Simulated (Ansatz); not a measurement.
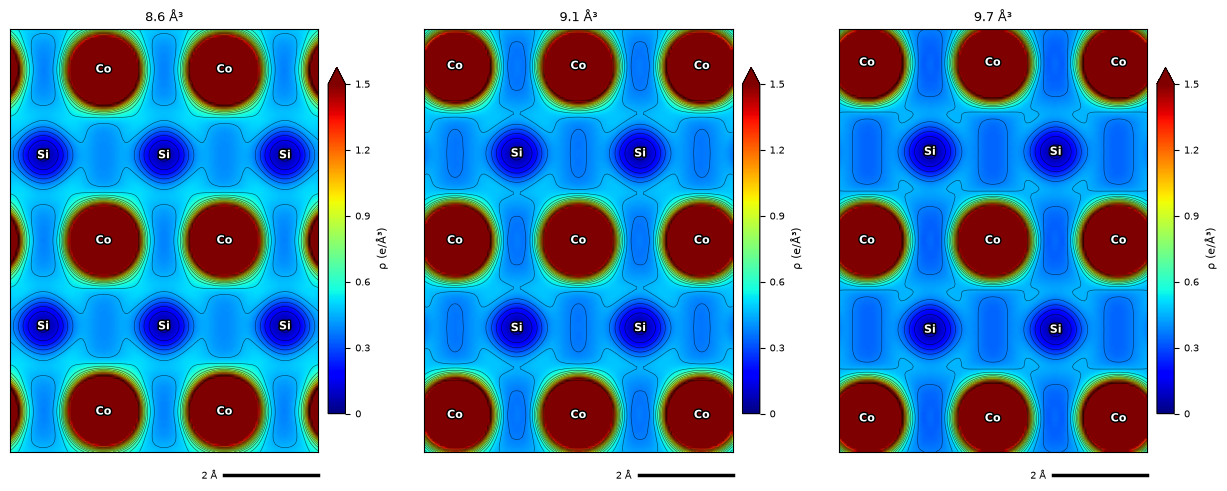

CoSi. The valence pseudo-density of cells scaled evenly to different volumes (given per atom above each panel), on the (11̄0) plane of each (indices in the axes of the cell below), at one length scale and on one colour scale.

A structure from a database of computed crystals, not necessarily the ambient phase; computed without spin polarisation.

The calculation used DFT, PBE, PAW with Ansatz's default frozen-core files, scalar-relativistic in Ansatz 0.2.0.

In a PAW calculation such maps are meaningful between the atoms, not at the nuclei.

The largest cell:

```yaml
crystal:
  lattice:
    - [2.93910, 0.00000, 0.00000]
    - [0.00000, 2.93910, 0.00000]
    - [0.00000, 0.00000, 2.93910]
  atoms:
    - { symbol: Co, position: [0.00000, 0.00000, 0.00000] }
    - { symbol: Si, position: [0.50000, 0.50000, 0.50000] }
```

| volume (Å³/atom) | Co–Si contact in the plane (Å) | ρ at its midpoint (e/Å³) | pressure (GPa) | 
| --- | --- | --- | --- |
| 8.61 | 2.236 | 0.542 | 78.4 | 
| 9.14 | 2.282 | 0.501 | 49.5 | 
| 9.68 | 2.326 | 0.465 | 27.8 | 
| 10.22 | 2.368 | ? | ? | 
| 12.69 | 2.545 | 0.327 | −24.0 | 

Q: Estimate the missing row, and compare with the calculation.

A: Over the known rows ln ρ falls by 1.63 per Å of Co–Si distance (a least-squares line), which gives 0.436 e/Å³ at 2.368 Å; the calculation gives 0.434 e/Å³. For the pressure, a straight line in volume between the neighbouring rows gives 18.5 GPa; the calculation gives 11.5, lower because pressure rises ever faster on compression.
